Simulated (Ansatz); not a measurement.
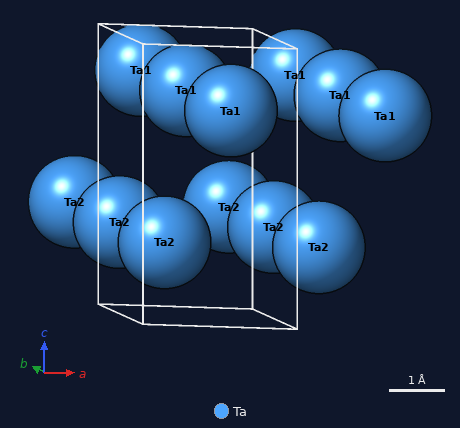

Crystalline Ta (set up in P6_3/mmc), before the relaxation. A spheres-only model of the cell of the calculation, repeated 2 × 3 × 1 with one cell outlined, seen slightly off an axis.

Theory: Ansatz 0.2.0, DFT PBEsol, scalar-relativistic, plane waves, PAW.

Input file:
```yaml
crystal:
  lattice:
    - [2.9003720726, 0.0, 0.0]
    - [-1.4501860363, 2.5117958953, 0.0]
    - [0.0, 0.0, 5.166274]
  atoms:
    - { symbol: Ta, position: [0.66666667, 0.33333333, 0.75] }
    - { symbol: Ta, position: [0.33333333, 0.66666667, 0.25] }
basis:
  ecutwfc: 420
kpoints:
  mp_grid: { grid: [18, 18, 8] }
hamiltonian:
  xc: pbesol
scf:
  occupations: { method: gaussian, width: 0.1 }
output:
  forces: true
  stress: true
  eigenvalues: true
relax:
  adjacent_minimum: "off"
  f_tol: 0.005
  max_steps: 80
  cell: { stress_tol: 0.05 }
```

Run as
```bash
ansatz run input.yaml --threads 1 --pin off --max-ram 2560MiB --backend cpu --events-out ev --progress --plain --runs-dir out
```

> Where does the relaxation end?

Over 2 accepted moves (4 points after the start) the energy falls by 32.1 meV per cell of the calculation. All forces vanish by symmetry, so only the cell relaxes. The pressure goes from −7.12 to −0.03 GPa. The line search rejected the trial step at point 1 of the run. The SCF was repeated once at an unchanged geometry on a basis and grid sized afresh for the cell, which shifted the energy by 0.4 meV per cell of the calculation at most. No atom moves by more than 0.005 Å relative to the cell. The volume changes by −3.7 %, with a = b 2.900 → 2.867 Å (−1.2 %), c 5.166 → 5.091 Å (−1.4 %). Near-neighbour distances that change, for instance: Ta1–Ta2 3.078 → 3.037 Å, Ta1–Ta1 2.900 → 2.867 Å. The space group stays P6_3/mmc (No. 194).

The end point in the same view:

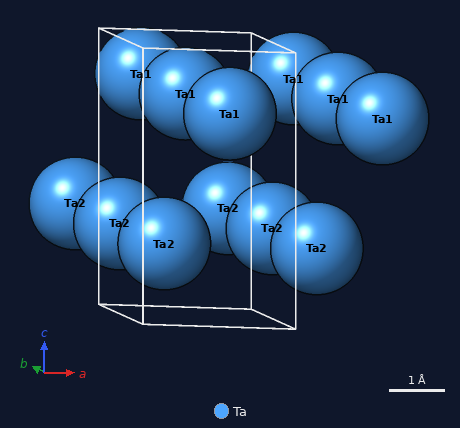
